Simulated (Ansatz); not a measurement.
## Electronic structure of Sb₅S₂ in real space

```xyz
14
Lattice="8.3743 0.0000 0.1009 0.0000 6.1017 0.0000 -3.1534 0.0000 7.9998" Properties=species:S:1:pos:R:3 pbc="T T T"
Sb   -0.9045    0.6014    7.9620
Sb    3.2826    3.6522    8.0125
Sb    1.9382    3.6522    0.0883
Sb    6.1253    0.6014    0.1388
Sb    0.0595    3.9549    2.2884
Sb    4.2466    0.9040    2.3388
Sb    0.9742    0.9040    5.7619
Sb    5.1613    3.9549    5.8124
Sb   -1.5767    1.5575    3.9999
Sb    2.6104    4.6083    4.0504
S    -0.1734    0.4341    2.0232
S     4.0138    3.4850    2.0737
S     1.2071    3.4850    6.0271
S     5.3942    0.4341    6.0776
```

Space group C2; a generated structure, not necessarily the stable one; computed without spin polarisation.

These are results of DFT PBE, scalar-relativistic, plane waves, PAW in Ansatz, not measurements.

The density is the valence pseudo-density of a PAW calculation; it isn't the true density close to the nuclei.

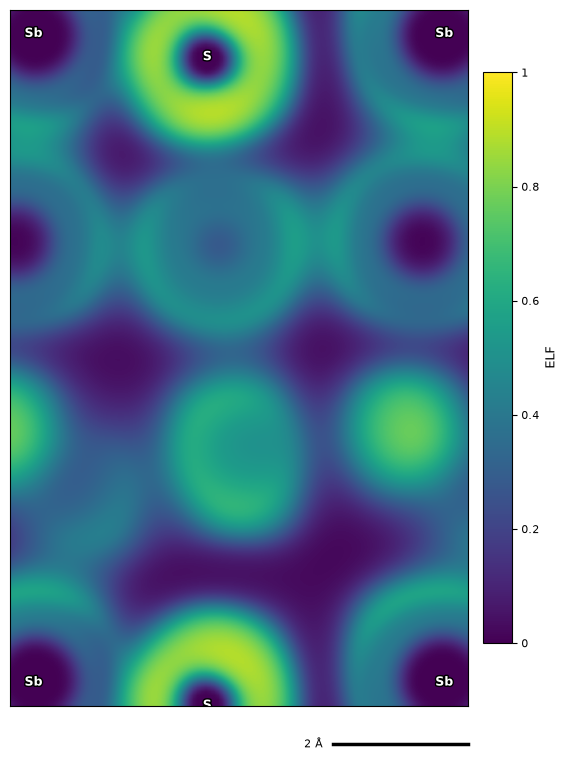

Figure 1. ELF on the (101̄) plane of the conventional cell.

Q: What does the map show?

A: The section cuts through Sb and S sites. Atoms just off the plane (Sb, 0.4 Å away) can leave unmarked features too. Sb–S (2.60 Å): the ELF peaks at about 0.85 in the valence shell of S, 0.8 Å from its nucleus, and is about 0.55 at the midpoint.

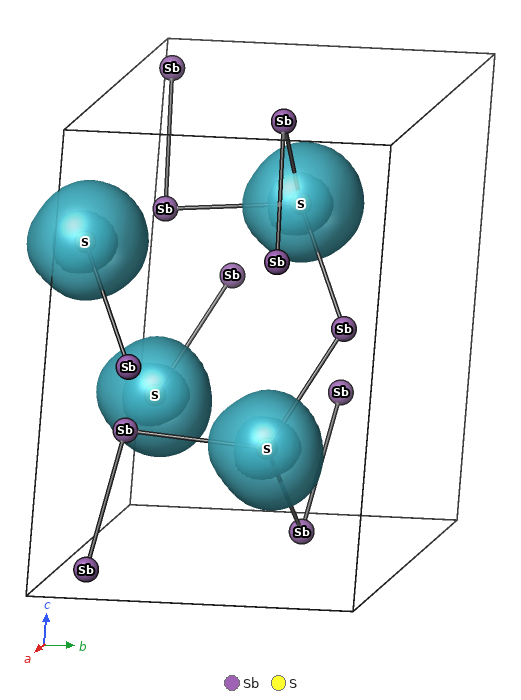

Figure 2. Isosurface of the ELF at 0.75 (cyan), seen slightly off an axis. Core shells and regions of very low density are left out. Sticks mark near contacts.

Q: Where are the electrons localised?

A: The ELF exceeds this value in four regions wrapped around S (the valence shell of each), counted in one cell of 14 atoms. Any copies at cell faces, edges or corners count once.


 Sb–Sb (2.91 Å): the ELF peaks at about 0.70 between the atoms.

Q: Does the calculation give a band gap?

A: It is metallic or semimetallic at this level of theory: no gap opens.
